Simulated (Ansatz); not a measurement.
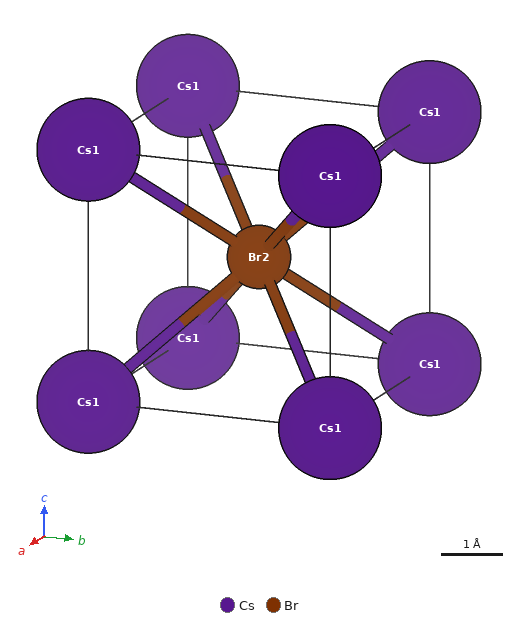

The starting structure (ball-and-stick view of the cell of the calculation, seen at an oblique angle; atoms are numbered from 1 in the order of the input). An atom can appear more than once, as a periodic image.

Geometry relaxation of CsBr

The run: geometry relaxation of CsBr (Pm-3m, 2 atoms in the cell). Method and program: DFT r2SCAN, scalar-relativistic, plane waves, PAW, no spin polarisation (Ansatz 0.2.0).

The structure derives from an entry of the Crystallography Open Database. Figures and captions count atoms from 1; the log counts them from 0 in places.

### The input
```yaml
crystal:
  lattice:
    - [4.286, 0.0, 0.0]
    - [0.0, 4.286, 0.0]
    - [0.0, 0.0, 4.286]
  atoms:
    - { symbol: Cs, position: [0.0, 0.0, 0.0] }
    - { symbol: Br, position: [0.5, 0.5, 0.5] }
basis:
  ecutwfc: 500
kpoints:
  mp_grid: { grid: [6, 6, 6] }
hamiltonian:
  xc: r2scan
scf:
  occupations: { method: gaussian, width: 0.02 }
output:
  forces: true
  stress: true
  eigenvalues: true
  write_density: true
  write_potential: true
  elf: true
  volumetric_format: npy
relax:
  adjacent_minimum: "off"
  f_tol: 0.005
  max_steps: 80
  cell: { stress_tol: 0.05 }
```

Launch command:
```bash
ansatz run input.yaml --threads 1 --pin off --max-ram 2560MiB --backend cpu --events-out ev --progress --plain --runs-dir out
```

### Log
```
Engine: ansatz 0.2.0, aarch64-unknown-linux-gnu
Pseudopotentials: kind: paw
Pseudopotential: Cs, paw, valence charge 9, recommended cutoff 500 eV (meta_gga), Cs.paw.azcp
Pseudopotential: Br, paw, valence charge 7, recommended cutoff 500 eV (meta_gga), Br.paw.azcp
Functional definition: r2SCAN
  parameter k0 = 0.174
  parameter k1 = 0.065
  parameter a1 = 4.9479
  exchange = r2scan_x(k0 = k0, k1 = k1, a1 = a1)
  correlation = r2scan_c
Crystal: 2 atoms, lattice volume = 78.733 Å³
Basis set: ecut = 500 eV, 2007 PW (Γ), exchange–correlation on 128×128×128 points (64 copies of the dense FFT grid, shifted against one another)
Bands: 12, of which v1, the nominal top of the filled ones, is band 8 counted from 1 (7 counted from 0)
Symmetry: 48 space group operations
Space group: Pm-3m (ITA 221), of the structure as read, at distance tolerance 4.3e-5 Å
k-points: 20 of 216
Non-local potential: Cs, projectors of the file, l = 0: 3, l = 1: 2, l = 2: 2, l = 3: 2
Non-local potential: Br, projectors of the file, l = 0: 2, l = 1: 2, l = 2: 2
PAW form: soft (Blöchl's): semilocal exchange-correlation on the pseudo side does not see the compensation charge
PAW frozen core: Cs, regenerated for the run's functional (the file was generated under x = pbe(κ = 0.804, μ = 0.2195149727645171), c = pbe(β = 0.06672455060314922))
PAW frozen core: Br, regenerated for the run's functional (the file was generated under x = pbe(κ = 0.804, μ = 0.2195149727645171), c = pbe(β = 0.06672455060314922))
PAW one-centre angular grid: Cs, 302 points (default); XC on 160 Gauss nodes
PAW one-centre angular grid: Br, 302 points (default); XC on 160 Gauss nodes
Initial density: superposition of atomic densities (neutral atoms: chi_scale 0, normalization atom), corrected by the library's trained network
Initial wavefunctions: pseudopotential atomic-orbital guess
Functional: x = r2scan, c = r2scan; τ floored in thin density (d = 2e-4 eV/Å³)
SCF iter   1: F=—  HF=-8482.820113 eV  |F-HF|=—  |Δ(HF+E_count)|=         —  Δρ=2.71e-3  dr2=9.43e-3  dr2_τ=2.47e-3  ethr=1.77e-3  ⟨swp⟩=8.6  Hψ=1798  notcnv=0
preconditioner: auto → Resta (q_TF=auto, 2.092 Å⁻¹)  ε∞=2.6  [insulator: Δε(μ)=5.394 eV  Ē_g=12.553 eV  σ=0.020 eV  W_gap=1.00  n_scr=18 (ndim 8)  ℏωp=15.7 eV  f_vac=0.000  D(μ)=0.00/eV (n_scr^D=0)  ε∞_Penn≈2.6]
SCF iter   2: F=—  HF=-8482.834504 eV  |F-HF|=—  |Δ(HF+E_count)|=   1.44e-2  Δρ=1.25e-3  dr2=1.87e-3  dr2_τ=9.82e-5  ethr=5.89e-5  ⟨swp⟩=3.0  Hψ=692  notcnv=0
SCF iter   3: F=—  HF=-8482.833890 eV  |F-HF|=—  |Δ(HF+E_count)|=   6.14e-4  Δρ=2.52e-4  dr2=4.24e-5  dr2_τ=6.66e-6  ethr=1.17e-5  ⟨swp⟩=2.6  Hψ=496  notcnv=0
SCF iter   4: F=—  HF=-8482.833922 eV  |F-HF|=—  |Δ(HF+E_count)|=   3.22e-5  Δρ=6.14e-5  dr2=2.92e-6  dr2_τ=6.68e-7  ethr=2.65e-7  ⟨swp⟩=2.0  Hψ=410  notcnv=0
iter 5 did not close the SCF: its close was put off for the readings that it lacked (scf_convergence_deferred on its scf_iter line)
SCF iter   5: F=-8482.833925 eV  HF=-8482.833924 eV  |F-HF|=1.59e-7  |Δ(HF+E_count)|=   2.02e-6  Δρ=8.35e-6  dr2=7.69e-8  dr2_τ=4.74e-9  ethr=1.82e-8  ⟨swp⟩=2.1  Hψ=386  notcnv=0
SCF iter   6: F=-8482.833925 eV  HF=-8482.833925 eV  |F-HF|=1.34e-9  |Δ(HF+E_count)|=   1.72e-7  Δρ=2.31e-6  dr2=3.72e-9  dr2_τ=1.49e-9  ethr=4.80e-10  ⟨swp⟩=7.0  Hψ=1615  notcnv=0
SCF 1 converged in 6 iterations: F = -8482.833925 eV  dr2 = 3.72e-9
  greatest PAW one-centre occupation: 0.913 electrons in one spin orbital (limit 2), on the Cs atom at site 0 (counted from 0), in its partial waves of l = 0
relax step   1: F+E_penalty+E_count = -8482.83392456 eV  Δ(F+E_penalty+E_count) = +0.000e0 eV  max|allowed force component| = 1.019e-29 eV/Å  Δτ_max = 0.0000 Å  P = +0.434 GPa  Ω = 78.733 Å³  (6 SCF iters, dr2 threshold 1.00e-7 eV, accepted)
Crystal: 2 atoms, lattice volume = 79.642 Å³
Initial density: handed on by an earlier stage of this run
Initial wavefunctions: those handed on with the density
iter 1 solved again at ethr=3.26e-7 eV; its pass at ethr=3.10e-3 eV (dr2=5.21e-5 eV) is discarded
SCF iter   1: F=—  HF=-8482.834346 eV  |F-HF|=—  |Δ(HF+E_count)|=         —  Δρ=1.59e-4  dr2=4.47e-5  dr2_τ=2.04e-4  ethr=3.26e-7  ⟨swp⟩=3.0  Hψ=2062  notcnv=0
preconditioner: auto → Resta (q_TF=auto, 2.088 Å⁻¹)  ε∞=2.6  [insulator: Δε(μ)=5.248 eV  Ē_g=12.471 eV  σ=0.020 eV  W_gap=1.00  n_scr=18 (ndim 8)  ℏωp=15.6 eV  f_vac=0.000  D(μ)=0.00/eV (n_scr^D=0)  ε∞_Penn≈2.6]
SCF iter   2: F=—  HF=-8482.835762 eV  |F-HF|=—  |Δ(HF+E_count)|=   1.42e-3  Δρ=9.43e-5  dr2=1.85e-5  dr2_τ=2.12e-7  ethr=2.79e-7  ⟨swp⟩=2.0  Hψ=480  notcnv=0
SCF iter   3: F=—  HF=-8482.835751 eV  |F-HF|=—  |Δ(HF+E_count)|=   1.04e-5  Δρ=6.95e-5  dr2=5.99e-6  dr2_τ=5.72e-7  ethr=1.16e-7  ⟨swp⟩=2.2  Hψ=381  notcnv=0
SCF iter   4: F=—  HF=-8482.835756 eV  |F-HF|=—  |Δ(HF+E_count)|=   5.11e-6  Δρ=2.07e-5  dr2=4.59e-7  dr2_τ=1.25e-8  ethr=3.74e-8  ⟨swp⟩=2.0  Hψ=397  notcnv=0
SCF iter   5: F=-8482.835756 eV  HF=-8482.835756 eV  |F-HF|=2.65e-9  |Δ(HF+E_count)|=   1.64e-7  Δρ=7.43e-6  dr2=6.12e-8  dr2_τ=3.57e-9  ethr=1.25e-9  ⟨swp⟩=10.2  Hψ=1935  notcnv=0
SCF 2 converged in 5 iterations: F = -8482.835756 eV  dr2 = 6.12e-8
relax step   2: F+E_penalty+E_count = -8482.83575646 eV  Δ(F+E_penalty+E_count) = -1.832e-3 eV  max|allowed force component| = 1.200e-30 eV/Å  Δτ_max = 0.0000 Å  P = +0.237 GPa  Ω = 79.642 Å³  energy of the carried Pulay correction = -6.293e-5 eV  (5 SCF iters, dr2 threshold 2.00e-7 eV, accepted)
Crystal: 2 atoms, lattice volume = 80.768 Å³
Basis set: ecut = 500 eV, 2103 PW (Γ), exchange–correlation on 128×128×128 points (64 copies of the dense FFT grid, shifted against one another)
iter 1 solved again at ethr=4.73e-7 eV; its pass at ethr=3.10e-3 eV (dr2=7.57e-5 eV) is discarded
SCF iter   1: F=—  HF=-8482.834400 eV  |F-HF|=—  |Δ(HF+E_count)|=         —  Δρ=1.94e-4  dr2=6.71e-5  dr2_τ=3.05e-4  ethr=4.73e-7  ⟨swp⟩=3.0  Hψ=2061  notcnv=0
preconditioner: auto → Resta (q_TF=auto, 2.083 Å⁻¹)  ε∞=2.5  [insulator: Δε(μ)=5.186 eV  Ē_g=12.438 eV  σ=0.020 eV  W_gap=1.00  n_scr=18 (ndim 8)  ℏωp=15.5 eV  f_vac=0.000  D(μ)=0.00/eV (n_scr^D=0)  ε∞_Penn≈2.5]
SCF iter   2: F=—  HF=-8482.836549 eV  |F-HF|=—  |Δ(HF+E_count)|=   2.15e-3  Δρ=1.15e-4  dr2=2.81e-5  dr2_τ=3.09e-7  ethr=4.19e-7  ⟨swp⟩=2.0  Hψ=480  notcnv=0
SCF iter   3: F=—  HF=-8482.836533 eV  |F-HF|=—  |Δ(HF+E_count)|=   1.60e-5  Δρ=8.58e-5  dr2=9.37e-6  dr2_τ=8.86e-7  ethr=1.75e-7  ⟨swp⟩=2.2  Hψ=383  notcnv=0
SCF iter   4: F=—  HF=-8482.836541 eV  |F-HF|=—  |Δ(HF+E_count)|=   7.81e-6  Δρ=2.74e-5  dr2=8.34e-7  dr2_τ=2.30e-8  ethr=5.86e-8  ⟨swp⟩=2.0  Hψ=395  notcnv=0
SCF iter   5: F=-8482.836541 eV  HF=-8482.836541 eV  |F-HF|=3.02e-9  |Δ(HF+E_count)|=   2.85e-7  Δρ=9.78e-6  dr2=1.09e-7  dr2_τ=6.32e-9  ethr=8.79e-10  ⟨swp⟩=8.0  Hψ=1965  notcnv=0
SCF 3 converged in 5 iterations: F = -8482.836541 eV  dr2 = 1.09e-7
relax step   3: F+E_penalty+E_count = -8482.83654090 eV  Δ(F+E_penalty+E_count) = -7.844e-4 eV  max|allowed force component| = 2.128e-30 eV/Å  Δτ_max = 0.0000 Å  P = +0.012 GPa  Ω = 80.768 Å³  energy of the carried Pulay correction = -1.399e-4 eV  (5 SCF iters, dr2 threshold 1.41e-7 eV, accepted)
Initial wavefunctions: pseudopotential atomic-orbital guess (no wavefunctions were taken with the density)
iter 1 solved again at ethr=4.39e-7 eV; its pass at ethr=3.10e-3 eV (dr2=7.02e-5 eV) is discarded
SCF iter   1: F=—  HF=-8482.836680 eV  |F-HF|=—  |Δ(HF+E_count)|=         —  Δρ=1.60e-5  dr2=1.21e-7  dr2_τ=8.77e-8  ethr=4.39e-7  ⟨swp⟩=3.1  Hψ=2527  notcnv=0
preconditioner: auto → Resta (q_TF=auto, 2.083 Å⁻¹)  ε∞=2.5  [insulator: Δε(μ)=5.193 eV  Ē_g=12.450 eV  σ=0.020 eV  W_gap=1.00  n_scr=18 (ndim 8)  ℏωp=15.5 eV  f_vac=0.000  D(μ)=0.00/eV (n_scr^D=0)  ε∞_Penn≈2.5]
SCF iter   2: F=—  HF=-8482.836680 eV  |F-HF|=—  |Δ(HF+E_count)|=   5.39e-7  Δρ=7.49e-6  dr2=1.85e-8  dr2_τ=1.46e-8  ethr=7.54e-10  ⟨swp⟩=2.9  Hψ=482  notcnv=0
SCF iter   3: F=—  HF=-8482.836681 eV  |F-HF|=—  |Δ(HF+E_count)|=   4.81e-8  Δρ=1.44e-6  dr2=6.78e-10  dr2_τ=4.33e-10  ethr=1.15e-10  ⟨swp⟩=2.0  Hψ=382  notcnv=0
SCF iter   4: F=-8482.836681 eV  HF=-8482.836681 eV  |F-HF|=2.36e-11  |Δ(HF+E_count)|=   2.33e-9  Δρ=1.44e-7  dr2=1.25e-11  dr2_τ=4.60e-12  ethr=1.00e-12  ⟨swp⟩=5.5  Hψ=1396  notcnv=0
SCF 4 converged in 4 iterations: F = -8482.836681 eV  dr2 = 1.25e-11
relax step   4: F+E_penalty+E_count = -8482.83668051 eV  Δ(F+E_penalty+E_count) = -1.396e-4 eV  max|allowed force component| = 1.035e-30 eV/Å  Δτ_max = 0.0000 Å  P = +0.012 GPa  Ω = 80.768 Å³  stress off target by 1.19e-2 GPa  SCF on the basis re-selected at this cell (its energy is not comparable with the rows above)  (4 SCF iters)
```

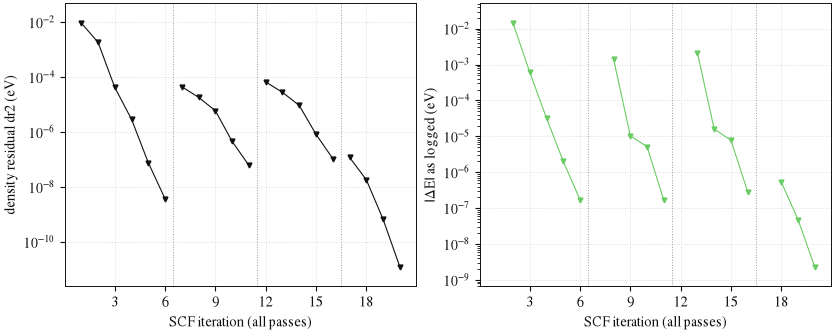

Convergence of the self-consistent field: density residual dr2 and size of the energy change against the SCF iteration. The dotted lines part the SCF passes of the relaxation: geometry steps, rejected trials and re-solves on a re-selected basis. The passes take 6, 5, 5 and 4 iterations.

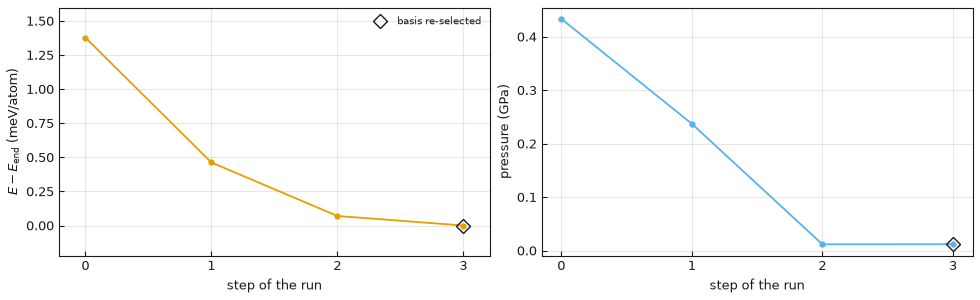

Progress of the relaxation, step by step (the first geometry is step 0 here and step 1 in the log).

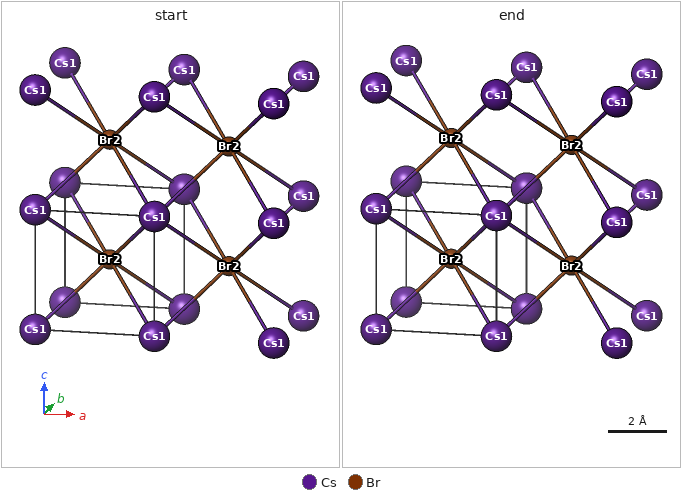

Before (left) and after (right) the relaxation, at one scale (ball-and-stick view of the cell of the calculation, repeated 2 × 1 × 2, seen slightly off an axis). The atoms keep their places relative to the cell (all moves are under 0.005 Å). The volume changes by +2.6 %, with a = b = c 4.286 → 4.323 Å (+0.9 %). Distances before and after: Cs1–Br2 3.712 → 3.743 Å. The space group stays Pm-3m (No. 221). Over 2 geometry steps the energy falls by 1.3 meV per atom. All forces vanish by symmetry, so only the cell relaxes. The pressure goes from 0.43 to 0.01 GPa. A last SCF at the same geometry on a re-selected plane-wave basis shifts the energy by −0.1 meV per atom. (Atoms are counted from 1 in the order of the input.)

```
basis re-selected at this cell: Δ(F+E_penalty+E_count) = -1.396e-4 eV, ΔP = +0.000 GPa vs the last step (what re-selecting the basis moved, of the pressure what is left beyond the Pulay correction that the steps carried, after the strain that the cell walked since its last selection, with what the two solves' SCF thresholds leave and, on support functions, any second-order correction that the steps lacked; it is no measure of the basis error at this ecutwfc). This SCF's stress stands 1.19e-2 GPa from its target on what of the cell is left free (relax.cell.stress_tol is 5.00e-2 GPa) and its largest allowed force component is 1.04e-30 eV/Å (relax.f_tol is 5.00e-3 eV/Å): within both
SCF converged after 4 iterations
Free energy (F): -8482.836681 eV
Harris-Foulkes:  -8482.836681 eV  (|F-HF|=2.36e-11)
Internal energy: -8482.836681 eV  (E = F + TS)
E sigma→0 (E₀):  -8482.836681 eV
Fermi energy:    5.120916 eV
--- Per-component energies (eV) ---
  E_band       = -69.040517
  E_kinetic    = 277.387841
  E_local      = -423.222901  (includes V_loc(G=0)·N_el)
  E_nonlocal   = 99.037718
  E_hartree    = 124.858719
  E_xc         = -414.727192
  E_vxc        = -254.160891  (∫ρ·V_xc dr)
  E_paw        = -7363.399538  (= ΣΔE_a)
  E_vpaw       = -30.324549  (= ΣTr[D̂ρ^β])
  E_aug_tail   = -0.000000  (compensation charges beyond the density's cutoff)
  E_vtau       = 12.524811  (kinetic-family band-sum trace: ∫τ·v_τ [+ j·A + Jᵃ·Aᵃ] dr)
  E_ewald      = -782.663013
  E_core_change = -0.108314  (= ΣΔE_core)
  E_smearing   = -0.000000  (= −TS)
  E_closure    = -0.000000  (closes the sum)
  Σ components = -8482.836681   (vs F -8482.836681, Δ=0.00e0)
--- Forces (eV/Å), atoms counted from 1 ---
  atom   1  Cs     0.00000000    -0.00000000     0.00000000
  atom   2  Br     0.00000000    -0.00000000    -0.00000000
  max |Σ_I F_I| component: 2.14e-30 eV/Å
--- Stress (GPa, compression-positive) ---
        0.011911       0.000000      -0.000000
        0.000000       0.011911      -0.000000
       -0.000000      -0.000000       0.011911
  P = ⅓ Tr σ = 0.0119 GPa (0.119 kbar)
--- Band table (eV; the first three rows and the last of 20) ---
  k-point 0: bands = ["-17.7944", "-10.2270", "-4.0378", "-4.0378", "-4.0378", "2.5216", "2.5216", "2.5216", "7.7174", "7.9571", "7.9571", "12.2897"]
  k-point 1: bands = ["-17.7817", "-10.2298", "-4.1357", "-4.0138", "-4.0138", "2.1463", "2.4770", "2.4770", "8.1332", "8.3454", "8.5535", "12.1208"]
  k-point 2: bands = ["-17.7561", "-10.2370", "-4.3147", "-3.9648", "-3.9648", "1.5372", "2.3846", "2.3846", "8.6002", "9.6340", "9.9588", "11.9872"]
  k-point 19: bands = ["-17.6582", "-10.0512", "-4.4202", "-4.4202", "-4.4202", "1.4095", "1.4095", "1.4095", "11.4239", "11.4239", "11.4239", "12.2665"]
--- Relaxed structure (3 steps of the walk, 3 accepted, 1 SCFs on fresh bases) ---
  F+E_penalty+E_count = -8482.83668051 eV   max|allowed force component| = 1.035e-30 eV/Å   (the final SCF, on the basis selected at the relaxed cell)
  cell:  # Å, volume = 80.7675 Å³
    - [4.322605520255655, -1.2801917143355258e-34, -1.2839532962581572e-34]
    - [-2.564145010593683e-34, 4.322605520255655, -1.2839532962581572e-34]
    - [-2.5679065925163143e-34, -1.2839532962581572e-34, 4.322605520255655]
  atoms:
    - { symbol: Cs, position: [8.425381814968248e-36, -1.404230302462921e-36, -1.8723070698915293e-36] }
    - { symbol: Br, position: [0.5, 0.5, 0.5] }
```

### Trajectory as extended XYZ (Å, eV, eV/Å), 4 frames, from step=1 to step=4
```
2
Lattice="4.2860 0.0000 0.0000 0.0000 4.2860 0.0000 0.0000 0.0000 4.2860" Properties=species:S:1:pos:R:3:forces:R:3 step=1 energy=-8482.83393 pressure_GPa=0.43
Cs    0.0000    0.0000    0.0000    0.0000   0.0000   0.0000
Br    2.1430    2.1430    2.1430    0.0000   0.0000   0.0000
2
Lattice="4.3024 0.0000 0.0000 0.0000 4.3024 0.0000 0.0000 0.0000 4.3024" Properties=species:S:1:pos:R:3:forces:R:3 step=2 energy=-8482.83576 pressure_GPa=0.24
Cs    0.0000    0.0000    0.0000    0.0000   0.0000   0.0000
Br    2.1512    2.1512    2.1512    0.0000   0.0000   0.0000
2
Lattice="4.3226 0.0000 0.0000 0.0000 4.3226 0.0000 0.0000 0.0000 4.3226" Properties=species:S:1:pos:R:3:forces:R:3 step=3 energy=-8482.83654 pressure_GPa=0.01
Cs    0.0000    0.0000    0.0000    0.0000   0.0000   0.0000
Br    2.1613    2.1613    2.1613    0.0000   0.0000   0.0000
2
Lattice="4.3226 0.0000 0.0000 0.0000 4.3226 0.0000 0.0000 0.0000 4.3226" Properties=species:S:1:pos:R:3:forces:R:3 step=4 energy=-8482.83668 pressure_GPa=0.01
Cs    0.0000    0.0000    0.0000    0.0000   0.0000   0.0000
Br    2.1613    2.1613    2.1613    0.0000   0.0000   0.0000
```

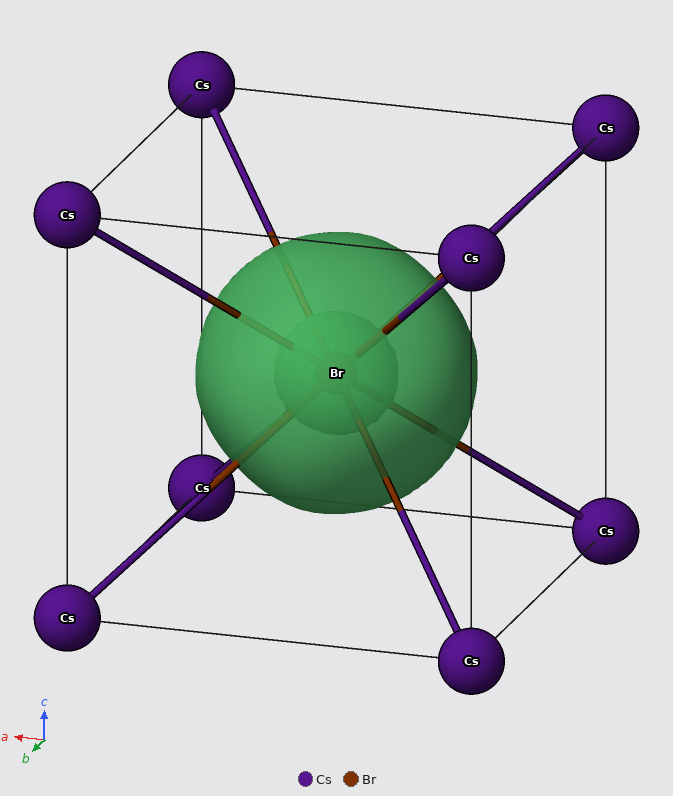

Isosurface of the ELF at 0.7 (green), seen at an oblique angle. Only the valence region is drawn (cores and ρ < 0.01 e/Å³ removed). Sticks mark near contacts. The outline is the cell set on symmetry axes. In a PAW calculation such maps are meaningful between the atoms, not at the nuclei.

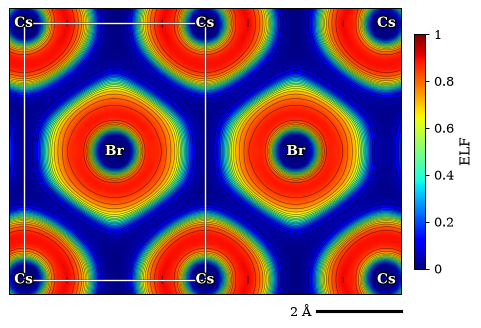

ELF on the (011̄) plane of the conventional cell. The section cuts through Cs and Br sites. Cs–Br (3.74 Å): the ELF is about 0.05 at the midpoint (a closed-shell, largely ionic contact). The strong features right at Cs lie inside the PAW spheres (semicore, d or f shells) and say nothing about bonding.

### Results in brief

- outcome: converged
- space group (tolerance 0.01 Å): Pm-3m (221)
- electrons treated: 16
- free energy: −8482.8367 eV
- Fermi energy: 5.121 eV
- gap on the k-point mesh: 5.19 eV
- pressure: 0.01 GPa
- final volume: 80.77 Å³
- largest force (length of the vector) at the end: under 0.001 eV/Å
- final cell: a = 4.323 Å, b = 4.323 Å, c = 4.323 Å, α = 90.00°, β = 90.00°, γ = 90.00°
- hardware: 1 thread of Arm Neoverse V1, 24 GiB of memory available, shared host
- wall time: 16 s
- peak memory: 0.47 GiB
